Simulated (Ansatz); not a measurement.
Al

Input file:

```
crystal:
  lattice:
    - [-1.59121869, 1.59121869, 1.59121869]
    - [1.59121869, -1.59121869, 1.59121869]
    - [1.59121869, 1.59121869, -1.59121869]
  atoms:
    - { symbol: Al, position: [0.0, 0.0, 0.0] }
basis:
  ecutwfc: 500
kpoints:
  mp_grid: { grid: [18, 18, 18] }
hamiltonian:
  xc: r2scan
scf:
  occupations: { method: gaussian, width: 0.1 }
output:
  forces: true
  stress: true
  eigenvalues: true
  write_density: true
  write_potential: true
  elf: true
  volumetric_format: npy
relax:
  adjacent_minimum: "off"
  f_tol: 0.005
  max_steps: 80
  cell: { stress_tol: 0.05 }
```

Launched as:

```sh
ansatz run input.yaml --threads 2 --pin off --max-ram 5120MiB --backend cpu --events-out ev --progress --plain --runs-dir out
```

Below, planes, directions and counts refer to the conventional cell (a = 3.19 Å, b = 3.19 Å, c = 3.19 Å, α = 90.00°, β = 90.00°, γ = 90.00°).

Space group Im-3m; a structure from a database of computed crystals, not necessarily the ambient phase; computed without spin polarisation.

Method: DFT r2SCAN, scalar-relativistic, plane waves, PAW in Ansatz 0.2.0.

> What will maps of the valence pseudo-density and electron localisation function show?

Al–Al (2.76 Å): the density is about 0.21 e/Å³ at the midpoint; the ELF peaks at about 0.65 between the atoms.

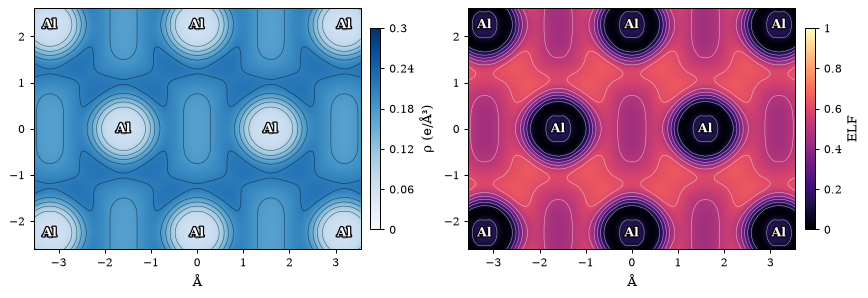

Computed valence pseudo-density and electron localisation function on the (101) plane of the conventional cell, in this order. 

In a PAW calculation such maps are meaningful between the atoms, not at the nuclei.
